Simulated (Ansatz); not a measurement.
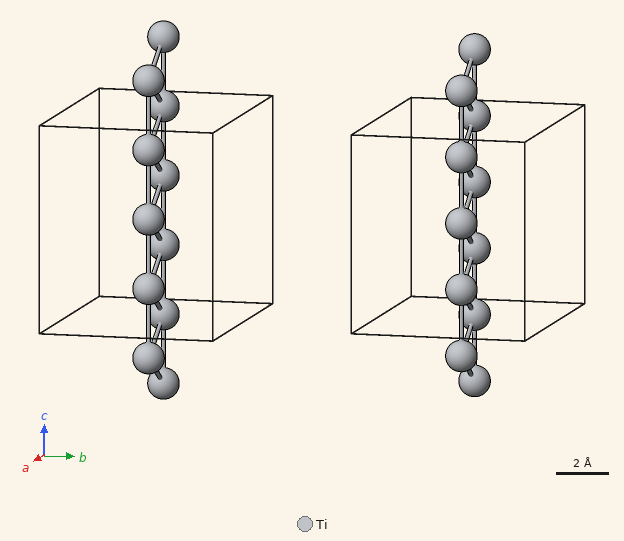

Two geometries of a wire of composition Ti, drawn at one scale. One is the start of a relaxation, the other its converged end. Style: ball-and-stick. Shown: the 3 repeat of the cell, with the vacuum cut short, slightly off an axis.

All numbers below come from DFT PBE, scalar-relativistic, plane waves, PAW in Ansatz. Set-up: plane-wave cutoff 420 eV; k-point mesh 1 × 1 × 23; occupations gaussian; smearing width 0.05 eV; collinear spin; cell relaxed at fixed a, b, alpha, beta, gamma; force threshold 0.01 eV/Å; at most 45 steps.

Which one is relaxed?

The right one is the relaxed one. Case: strip chain of atoms. The largest moves relative to the layer's centre, 0.14 Å, are those of Ti atoms. Along the periodic axis the drawn cell goes c 8.238 → 7.876 Å (−4.4 %). Near-neighbour distances that change, for instance: Ti–Ti 2.706 → 2.438 Å, Ti–Ti 2.746 → 2.625 Å. Bond angles that change, for instance: Ti–Ti–Ti 61.0° → 65.1°, Ti–Ti–Ti 59.5° → 57.4°, Ti–Ti–Ti 120.5° → 122.6°. The energy falls by 0.379 eV per cell of the calculation in 5 accepted moves (6 points after the start). Largest force component: 1.8 eV/Å at the start, 0.00039 eV/Å at the end. The SCF was repeated once at an unchanged geometry on a basis and grid sized afresh for the cell, which shifted the energy by 0.2 meV per cell of the calculation at most.

Limits of the set-up: the k-point mesh is coarse for a cell with partly filled bands.
